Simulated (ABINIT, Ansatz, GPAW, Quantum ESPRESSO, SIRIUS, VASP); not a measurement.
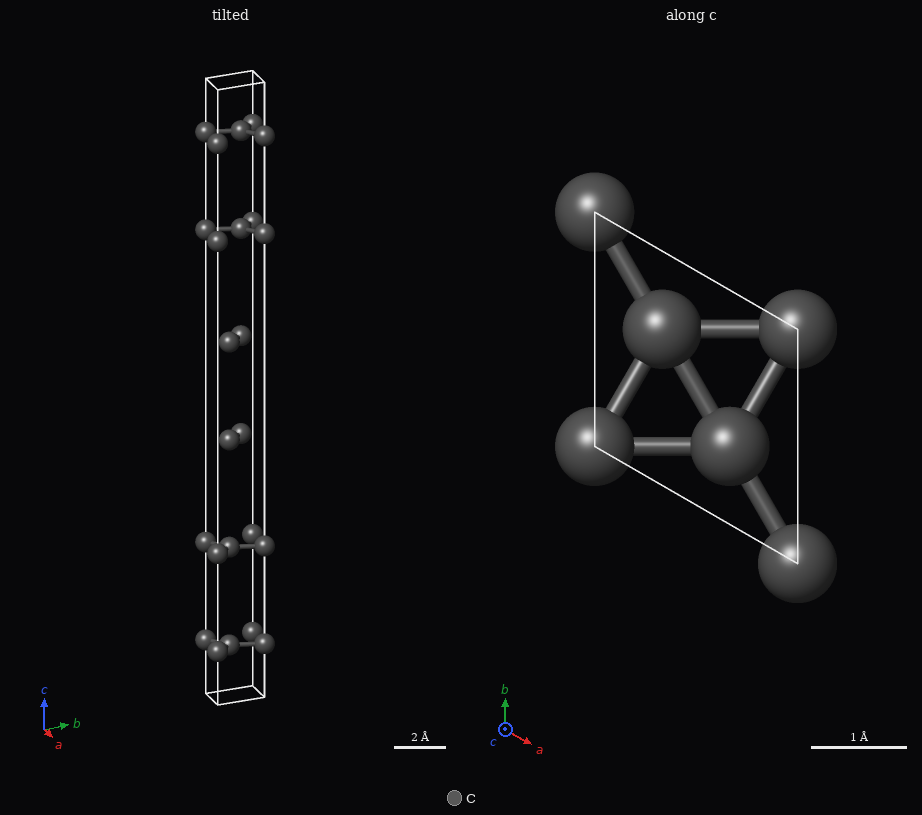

C, space group R-3m (No. 166), a = 2.466 Å, b = 2.466 Å, c = 24.848 Å, α = 90.00°, β = 90.00°, γ = 120.00°. Shown here is a ball-and-stick view of the crystal, taken slightly off an axis and along the c axis. Thin lines show the conventional unit cell, with boundary atoms drawn in all their periodic places. The cell is a structure listed in the Materials Project. This isn't the form of C at room conditions, which is graphite.

One fixed geometry in six programs or potential sets. Alike in all runs: functional PBE; k mesh 12 × 12 × 12 on the run's cell of 4 atoms; occupations fermi-dirac, width 0.05 eV; no spin polarisation; no spin-orbit coupling.

| program | gap (eV) | pressure (GPa) |
| --- | --- | --- |
| SIRIUS (PseudoDojo 0.4.1 standard) | 0.18 | 0.0 |
| Ansatz LAPW (all-electron) | 0.18 | 0.1 |
| ABINIT (JTH PAW PBE v2.0) | 0.18 | -0.1 |
| GPAW (PAW data 1.2.1) | 0.18 | 0.0 |
| Quantum ESPRESSO (SSSP 1.3 efficiency) | 0.18 | 0.2 |
| VASP (PBE potentials, release 64 C) | ? | ? |

Question: What does VASP (PBE potentials, release 64 C) give?

Answer: A gap of 0.18 eV and a pressure of 0.5 GPa. The other rows span 0.18 to 0.18 eV and -0.1 to 0.2 GPa.

Question: Is this cell larger or smaller than the equilibrium cell of this functional?

Answer: The pressures reach from -0.1 to 0.5 GPa, across zero or close to it, so the programs don't settle the sign.

Gaps are the least found on the k-mesh, which can miss the band edges. Plane-wave pressures hold the error of each finite cutoff.
